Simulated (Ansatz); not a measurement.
# Geometry relaxation of Ru (part 1 of 3)

System: Ru (slab, 16 atoms in the cell).
Method: DFT PBE, scalar-relativistic, plane waves, PAW, no spin polarisation (Ansatz 0.2.0).

The structure derives from an entry of the Crystallography Open Database. The input holds or restrains some coordinates. Figures and captions count atoms from 1; the log counts them from 0 in places.

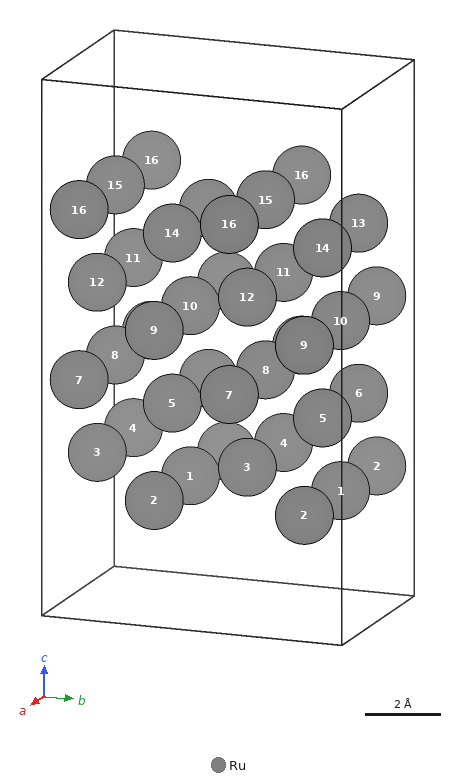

*The input geometry (spheres-only view of the 1 × 2 repeat of the cell, with the vacuum cut short, seen slightly off an axis; atoms are numbered from 1 in the order of the input).*

Input file:
```yaml
crystal:
  lattice:
    - [5.4400501827, 0.0, 0.0]
    - [0.0, 4.2967694968, 0.0]
    - [0.0, 0.0, 24.8520360934]
  atoms:
    - { symbol: Ru, position: [0.5, 0.75, 0.34202429] }
    - { symbol: Ru, position: [0.0, 0.75, 0.34202429] }
    - { symbol: Ru, position: [0.75, 0.25, 0.373619432] }
    - { symbol: Ru, position: [0.25, 0.25, 0.373619432] }
    - { symbol: Ru, position: [0.75, 0.75, 0.436809716] }
    - { symbol: Ru, position: [0.25, 0.75, 0.436809716] }
    - { symbol: Ru, position: [0.0, 0.25, 0.468404858] }
    - { symbol: Ru, position: [0.5, 0.25, 0.468404858] }
    - { symbol: Ru, position: [0.0, 0.75, 0.531595142] }
    - { symbol: Ru, position: [0.5, 0.75, 0.531595142] }
    - { symbol: Ru, position: [0.25, 0.25, 0.563190284] }
    - { symbol: Ru, position: [0.75, 0.25, 0.563190284] }
    - { symbol: Ru, position: [0.25, 0.75, 0.626380568] }
    - { symbol: Ru, position: [0.75, 0.75, 0.626380568] }
    - { symbol: Ru, position: [0.5, 0.25, 0.65797571] }
    - { symbol: Ru, position: [0.0, 0.25, 0.65797571] }
basis:
  ecutwfc: 420
kpoints:
  mp_grid: { grid: [6, 7, 1] }
hamiltonian:
  xc: pbe
scf:
  occupations: { method: gaussian, width: 0.1 }
output:
  forces: true
  eigenvalues: true
  write_density: true
  write_potential: true
  elf: true
  volumetric_format: npy
relax:
  adjacent_minimum: "off"
  f_tol: 0.03
  max_steps: 70
  constraints: [{ sites: [0, 1, 2, 3, 4, 5, 6, 7] }]
efield:
  axis: 3
  dipole_correction: true
```

Run on 4 threads of Arm Neoverse V1, 24 GiB of memory available, shared host.

Run as:
```bash
ansatz run input.yaml --threads 4 --pin off --max-ram 10240MiB --backend cpu --events-out ev --progress --plain --runs-dir out
```

Log:
```
Engine: ansatz 0.2.0, aarch64-unknown-linux-gnu
Pseudopotentials: kind: paw
Pseudopotential: Ru, paw, valence charge 16, recommended cutoff 420 eV (normal), Ru.paw.azcp
Functional definition: PBE
  parameter kappa = 0.804
  parameter beta = 0.06672455060314922
  exchange = pbe_x(kappa = kappa, mu = beta*pi^2/3)
  correlation = pbe_c(beta = beta)
Crystal: 16 atoms, lattice volume = 580.907 Å³
Basis set: ecut = 420 eV, 11303 PW (Γ), exchange–correlation on 80×60×360 points (8 copies of the dense FFT grid, shifted against one another)
Bands: 154, of which v1, the nominal top of the filled ones, is band 128 counted from 1 (127 counted from 0)
Symmetry: 8 space group operations
k-points: 16 of 42
Non-local potential: Ru, projectors of the file, l = 0: 3, l = 1: 2, l = 2: 2, l = 3: 1
PAW form: soft (Blöchl's): semilocal exchange-correlation on the pseudo side does not see the compensation charge
PAW one-centre angular grid: Ru, 590 points (default); XC on 64 Gauss nodes
Initial density: superposition of atomic densities (neutral atoms: chi_scale 0, normalization atom), corrected by the library's trained network
Initial wavefunctions: pseudopotential atomic-orbital guess
Functional: x = pbe(κ = 0.804, μ = 0.2195149727645171), c = pbe(β = 0.06672455060314922)
SCF iter   1: F=—  HF=-94050.058464 eV  |F-HF|=—  |Δ(HF+E_count)|=         —  Δρ=8.10e-3  dr2=4.47e-1  ethr=1.77e-3  p=0.000 e·Å  D=8.23e-14 V/Å  ΔV_dip=-0.00 eV  dr2_dipole=9.00e-7  V_vac-E_F(+/−)=4.58/4.58 eV  ⟨swp⟩=7.4  Hψ=10059  notcnv=0
efield: sawtooth ramp at fractional position 0.9500 (placed from the atoms, in the widest stretch of the axis that holds none; the zero of the levels goes with the place), width 0.1000; the density the first Hamiltonian is built on has a dipole p = 0.000 e·Å; the dipole correction subtracts the counter field D = 8.23e-14 V/Å, which shifts the + side's vacuum level by -0.00 eV against the − side's; the planar-averaged density in the ramp window peaks in size at 2.3e-5 e/Å³
preconditioner: auto → LDOS  [metal: Δε(μ)=0.014 eV  Ē_g=4.243 eV  σ=0.100 eV  W_gap=0.08  n_scr=136 (ndim 8)  ℏωp=17.4 eV  f_vac=0.558  D(μ)=25.66/eV (n_scr^D=216)  β→1.0]
SCF iter   2: F=—  HF=-94050.072102 eV  |F-HF|=—  |Δ(HF+E_count)|=   1.36e-2  Δρ=3.11e-3  dr2=8.98e-2  ethr=1.75e-4  p=0.000 e·Å  D=1.27e-6 V/Å  ΔV_dip=-0.00 eV  dr2_dipole=2.60e-6  V_vac-E_F(+/−)=4.72/4.72 eV  ⟨swp⟩=2.4  Hψ=4101  notcnv=0  defer=21
SCF iter   3: F=—  HF=-94050.069800 eV  |F-HF|=—  |Δ(HF+E_count)|=   2.30e-3  Δρ=2.26e-3  dr2=3.10e-2  ethr=3.51e-5  p=0.000 e·Å  D=1.34e-7 V/Å  ΔV_dip=-0.00 eV  dr2_dipole=1.53e-7  V_vac-E_F(+/−)=4.77/4.77 eV  ⟨swp⟩=2.2  Hψ=3848  notcnv=0  defer=21
SCF iter   4: F=—  HF=-94050.064084 eV  |F-HF|=—  |Δ(HF+E_count)|=   5.72e-3  Δρ=3.77e-4  dr2=2.17e-3  ethr=1.21e-5  p=-0.000 e·Å  D=-6.01e-7 V/Å  ΔV_dip=0.00 eV  dr2_dipole=1.04e-8  V_vac-E_F(+/−)=4.76/4.76 eV  ⟨swp⟩=2.3  Hψ=3701  notcnv=0  defer=21
SCF iter   5: F=—  HF=-94050.063093 eV  |F-HF|=—  |Δ(HF+E_count)|=   9.91e-4  Δρ=1.48e-4  dr2=3.02e-4  ethr=8.48e-7  p=-0.000 e·Å  D=-4.64e-7 V/Å  ΔV_dip=0.00 eV  dr2_dipole=7.55e-10  V_vac-E_F(+/−)=4.77/4.77 eV  ⟨swp⟩=2.5  Hψ=3806  notcnv=0  defer=17
SCF iter   6: F=-94050.063136 eV  HF=-94050.063131 eV  |F-HF|=5.30e-6  |Δ(HF+E_count)|=   3.75e-5  Δρ=3.42e-5  dr2=6.51e-6  ethr=8.79e-9  p=-0.000 e·Å  D=-3.17e-7 V/Å  ΔV_dip=0.00 eV  dr2_dipole=6.60e-10  V_vac-E_F(+/−)=4.78/4.78 eV  ⟨swp⟩=19.2  Hψ=26497  notcnv=0
SCF 1 converged in 6 iterations: F = -94050.063136 eV  dr2 = 6.51e-6
  greatest PAW one-centre occupation: 0.998 electrons in one spin orbital (limit 2), on the Ru atom at site 1 (counted from 0), in its partial waves of l = 0
relax step   1: F+E_penalty+E_count = -94050.06313629 eV  Δ(F+E_penalty+E_count) = +0.000e0 eV  max|allowed force component| = 9.485e-1 eV/Å  Δτ_max = 0.0000 Å  (6 SCF iters, dr2 threshold 2.25e-5 eV, accepted)
Initial density: handed on by an earlier stage of this run
Initial wavefunctions: those handed on with the density
iter 1 solved again at ethr=4.34e-4 eV; its pass at ethr=3.10e-3 eV (dr2=1.11e0 eV) is discarded
SCF iter   1: F=—  HF=-94050.238073 eV  |F-HF|=—  |Δ(HF+E_count)|=         —  Δρ=1.04e-2  dr2=1.04e0  ethr=4.34e-4  p=-0.000 e·Å  D=-5.77e-7 V/Å  ΔV_dip=0.00 eV  dr2_dipole=5.53e-3  V_vac-E_F(+/−)=4.77/4.77 eV  ⟨swp⟩=1.9  Hψ=7801  notcnv=0  defer=197
efield: sawtooth ramp at fractional position 0.9500 (handed on by an earlier solve), width 0.1000; the density the first Hamiltonian is built on has a dipole p = -0.000 e·Å; the dipole correction subtracts the counter field D = -5.77e-7 V/Å, which shifts the + side's vacuum level by +0.00 eV against the − side's; the planar-averaged density in the ramp window peaks in size at 2.6e-6 e/Å³
preconditioner: auto → LDOS  [metal: Δε(μ)=0.004 eV  Ē_g=4.337 eV  σ=0.100 eV  W_gap=0.02  n_scr=136 (ndim 8)  ℏωp=17.4 eV  f_vac=0.564  D(μ)=23.44/eV (n_scr^D=174)  β→1.0]
SCF iter   2: F=—  HF=-94050.178081 eV  |F-HF|=—  |Δ(HF+E_count)|=   6.00e-2  Δρ=5.50e-3  dr2=3.08e-1  ethr=4.06e-4  p=-0.003 e·Å  D=-9.03e-4 V/Å  ΔV_dip=0.02 eV  dr2_dipole=7.31e-2  V_vac-E_F(+/−)=4.79/4.77 eV  ⟨swp⟩=2.5  Hψ=3676  notcnv=0  defer=197
SCF iter   3: F=—  HF=-94050.156584 eV  |F-HF|=—  |Δ(HF+E_count)|=   2.15e-2  Δρ=1.75e-3  dr2=3.50e-2  ethr=1.20e-4  p=-0.001 e·Å  D=-4.06e-4 V/Å  ΔV_dip=0.01 eV  dr2_dipole=7.49e-4  V_vac-E_F(+/−)=4.77/4.76 eV  ⟨swp⟩=2.3  Hψ=3610  notcnv=0  defer=197
SCF iter   4: F=—  HF=-94050.152486 eV  |F-HF|=—  |Δ(HF+E_count)|=   4.10e-3  Δρ=6.65e-4  dr2=7.54e-3  ethr=1.37e-5  p=-0.003 e·Å  D=-7.89e-4 V/Å  ΔV_dip=0.02 eV  dr2_dipole=8.50e-4  V_vac-E_F(+/−)=4.77/4.75 eV  ⟨swp⟩=3.0  Hψ=4470  notcnv=0  defer=202
SCF iter   5: F=—  HF=-94050.151483 eV  |F-HF|=—  |Δ(HF+E_count)|=   1.00e-3  Δρ=3.07e-4  dr2=1.40e-3  ethr=2.94e-6  p=-0.003 e·Å  D=-8.79e-4 V/Å  ΔV_dip=0.02 eV  dr2_dipole=3.33e-4  V_vac-E_F(+/−)=4.78/4.75 eV  ⟨swp⟩=2.2  Hψ=3322  notcnv=0  defer=202
SCF iter   6: F=—  HF=-94050.151463 eV  |F-HF|=—  |Δ(HF+E_count)|=   2.02e-5  Δρ=7.62e-5  dr2=6.09e-5  ethr=2.20e-8  p=-0.003 e·Å  D=-8.50e-4 V/Å  ΔV_dip=0.02 eV  dr2_dipole=4.17e-6  V_vac-E_F(+/−)=4.77/4.75 eV  ⟨swp⟩=21.8  Hψ=29059  notcnv=0
SCF iter   7: F=-94050.151485 eV  HF=-94050.151476 eV  |F-HF|=9.30e-6  |Δ(HF+E_count)|=   1.26e-5  Δρ=2.64e-5  dr2=4.58e-6  ethr=2.20e-8  p=-0.003 e·Å  D=-8.27e-4 V/Å  ΔV_dip=0.02 eV  dr2_dipole=2.69e-8  V_vac-E_F(+/−)=4.77/4.75 eV  ⟨swp⟩=15.8  Hψ=24132  notcnv=0
SCF 2 converged in 7 iterations: F = -94050.151485 eV  dr2 = 4.58e-6
  Residual-converged pass: ⟨swp⟩=1.0  Hψ=2528  notcnv=0  max |occ|·‖R‖ = 7.0e-9 eV (tolerance 1.0e-8 eV)  dr2=4.58e-6  dr2_onsite=6.94e-8  max |Δocc| = 1.4e-10
  greatest PAW one-centre occupation: 0.998 electrons in one spin orbital (limit 2), on the Ru atom at site 15 (counted from 0), in its partial waves of l = 0
relax step   2: F+E_penalty+E_count = -94050.15148485 eV  Δ(F+E_penalty+E_count) = -8.835e-2 eV  max|allowed force component| = 6.543e-1 eV/Å  Δτ_max = 0.1900 Å  (7 SCF iters, dr2 threshold 5.62e-5 eV, accepted)
SCF iter   1: F=—  HF=-94050.227888 eV  |F-HF|=—  |Δ(HF+E_count)|=         —  Δρ=5.32e-3  dr2=4.62e-1  ethr=1.11e-3  p=-0.003 e·Å  D=-8.28e-4 V/Å  ΔV_dip=0.02 eV  dr2_dipole=3.57e-2  V_vac-E_F(+/−)=4.77/4.75 eV  ⟨swp⟩=3.4  Hψ=4407  notcnv=0  defer=191
efield: sawtooth ramp at fractional position 0.9500 (handed on by an earlier solve), width 0.1000; the density the first Hamiltonian is built on has a dipole p = -0.003 e·Å; the dipole correction subtracts the counter field D = -8.28e-4 V/Å, which shifts the + side's vacuum level by +0.02 eV against the − side's; the planar-averaged density in the ramp window peaks in size at 2.6e-6 e/Å³
preconditioner: auto → LDOS  [metal: Δε(μ)=0.022 eV  Ē_g=4.284 eV  σ=0.100 eV  W_gap=0.12  n_scr=136 (ndim 8)  ℏωp=17.4 eV  f_vac=0.561  D(μ)=23.94/eV (n_scr^D=178)  β→1.0]
SCF iter   2: F=—  HF=-94050.206889 eV  |F-HF|=—  |Δ(HF+E_count)|=   2.10e-2  Δρ=2.09e-3  dr2=2.70e-2  ethr=1.80e-4  p=0.001 e·Å  D=2.22e-4 V/Å  ΔV_dip=-0.01 eV  dr2_dipole=4.72e-4  V_vac-E_F(+/−)=4.75/4.76 eV  ⟨swp⟩=2.0  Hψ=3603  notcnv=0  defer=194
SCF iter   3: F=—  HF=-94050.205728 eV  |F-HF|=—  |Δ(HF+E_count)|=   1.16e-3  Δρ=1.42e-3  dr2=1.54e-2  ethr=1.05e-5  p=-0.002 e·Å  D=-7.12e-4 V/Å  ΔV_dip=0.02 eV  dr2_dipole=8.91e-4  V_vac-E_F(+/−)=4.78/4.76 eV  ⟨swp⟩=3.0  Hψ=5211  notcnv=0  defer=194
SCF iter   4: F=—  HF=-94050.202223 eV  |F-HF|=—  |Δ(HF+E_count)|=   3.50e-3  Δρ=5.61e-4  dr2=2.02e-3  ethr=6.02e-6  p=-0.001 e·Å  D=-4.66e-4 V/Å  ΔV_dip=0.01 eV  dr2_dipole=7.71e-5  V_vac-E_F(+/−)=4.77/4.76 eV  ⟨swp⟩=2.0  Hψ=3270  notcnv=0  defer=194
SCF iter   5: F=—  HF=-94050.201940 eV  |F-HF|=—  |Δ(HF+E_count)|=   2.83e-4  Δρ=9.32e-5  dr2=1.06e-4  ethr=7.91e-7  p=-0.001 e·Å  D=-2.97e-4 V/Å  ΔV_dip=0.01 eV  dr2_dipole=3.19e-6  V_vac-E_F(+/−)=4.77/4.76 eV  ⟨swp⟩=2.0  Hψ=4067  notcnv=0  defer=194
SCF iter   6: F=-94050.201944 eV  HF=-94050.201941 eV  |F-HF|=3.16e-6  |Δ(HF+E_count)|=   1.09e-6  Δρ=3.28e-5  dr2=7.98e-6  ethr=1.05e-8  p=-0.001 e·Å  D=-2.71e-4 V/Å  ΔV_dip=0.01 eV  dr2_dipole=9.10e-10  V_vac-E_F(+/−)=4.77/4.76 eV  ⟨swp⟩=20.1  Hψ=27120  notcnv=0
SCF 3 converged in 6 iterations: F = -94050.201944 eV  dr2 = 7.98e-6
relax step   3: F+E_penalty+E_count = -94050.20194409 eV  Δ(F+E_penalty+E_count) = -5.046e-2 eV  max|allowed force component| = 6.026e-2 eV/Å  Δτ_max = 0.0889 Å  (6 SCF iters, dr2 threshold 2.68e-5 eV, accepted)
SCF iter   1: F=—  HF=-94050.204162 eV  |F-HF|=—  |Δ(HF+E_count)|=         —  Δρ=9.41e-4  dr2=3.55e-2  ethr=3.67e-5  p=-0.001 e·Å  D=-2.70e-4 V/Å  ΔV_dip=0.01 eV  dr2_dipole=1.20e-2  V_vac-E_F(+/−)=4.77/4.76 eV  ⟨swp⟩=2.0  Hψ=3641  notcnv=0  defer=63
efield: sawtooth ramp at fractional position 0.9500 (handed on by an earlier solve), width 0.1000; the density the first Hamiltonian is built on has a dipole p = -0.001 e·Å; the dipole correction subtracts the counter field D = -2.70e-4 V/Å, which shifts the + side's vacuum level by +0.01 eV against the − side's; the planar-averaged density in the ramp window peaks in size at 2.6e-6 e/Å³
preconditioner: auto → LDOS  [metal: Δε(μ)=0.024 eV  Ē_g=4.284 eV  σ=0.100 eV  W_gap=0.14  n_scr=136 (ndim 8)  ℏωp=17.4 eV  f_vac=0.561  D(μ)=24.96/eV (n_scr^D=216)  β→1.0]
SCF iter   2: F=—  HF=-94050.203467 eV  |F-HF|=—  |Δ(HF+E_count)|=   6.95e-4  Δρ=2.95e-4  dr2=2.39e-3  ethr=1.39e-5  p=-0.001 e·Å  D=-1.64e-4 V/Å  ΔV_dip=0.00 eV  dr2_dipole=8.19e-4  V_vac-E_F(+/−)=4.77/4.77 eV  ⟨swp⟩=1.0  Hψ=2848  notcnv=0  defer=65
SCF iter   3: F=—  HF=-94050.203548 eV  |F-HF|=—  |Δ(HF+E_count)|=   8.10e-5  Δρ=2.20e-4  dr2=4.23e-4  ethr=9.35e-7  p=-0.000 e·Å  D=-1.94e-5 V/Å  ΔV_dip=0.00 eV  dr2_dipole=8.82e-5  V_vac-E_F(+/−)=4.77/4.77 eV  ⟨swp⟩=2.5  Hψ=4165  notcnv=0  defer=65
SCF iter   4: F=—  HF=-94050.203483 eV  |F-HF|=—  |Δ(HF+E_count)|=   6.47e-5  Δρ=3.45e-5  dr2=3.28e-5  ethr=1.65e-7  p=-0.000 e·Å  D=-8.02e-5 V/Å  ΔV_dip=0.00 eV  dr2_dipole=4.17e-6  V_vac-E_F(+/−)=4.77/4.77 eV  ⟨swp⟩=2.2  Hψ=3910  notcnv=0  defer=65
SCF iter   5: F=—  HF=-94050.202694 eV  |F-HF|=—  |Δ(HF+E_count)|=   7.89e-4  Δρ=1.52e-5  dr2=2.05e-6  ethr=1.28e-8  p=-0.000 e·Å  D=-8.46e-5 V/Å  ΔV_dip=0.00 eV  dr2_dipole=3.19e-8  V_vac-E_F(+/−)=4.77/4.77 eV  ⟨swp⟩=2.9  Hψ=3820  notcnv=0  defer=65
SCF iter   6: F=—  HF=-94050.202700 eV  |F-HF|=—  |Δ(HF+E_count)|=   5.61e-6  Δρ=4.51e-6  dr2=2.07e-7  ethr=8.02e-10  p=-0.000 e·Å  D=-8.95e-5 V/Å  ΔV_dip=0.00 eV  dr2_dipole=1.19e-8  V_vac-E_F(+/−)=4.77/4.77 eV  ⟨swp⟩=2.7  Hψ=3763  notcnv=0  defer=65
SCF iter   7: F=-94050.202700 eV  HF=-94050.202700 eV  |F-HF|=6.90e-8  |Δ(HF+E_count)|=   3.25e-7  Δρ=1.93e-6  dr2=3.79e-8  ethr=3.91e-11  p=-0.000 e·Å  D=-9.39e-5 V/Å  ΔV_dip=0.00 eV  dr2_dipole=1.89e-9  V_vac-E_F(+/−)=4.77/4.77 eV  ⟨swp⟩=17.4  Hψ=20977  notcnv=0
SCF 4 converged in 7 iterations: F = -94050.202700 eV  dr2 = 3.79e-8
relax step   4: F+E_penalty+E_count = -94050.20270040 eV  Δ(F+E_penalty+E_count) = -7.563e-4 eV  max|allowed force component| = 9.012e-3 eV/Å  Δτ_max = 0.0109 Å  (7 SCF iters, accepted)
```
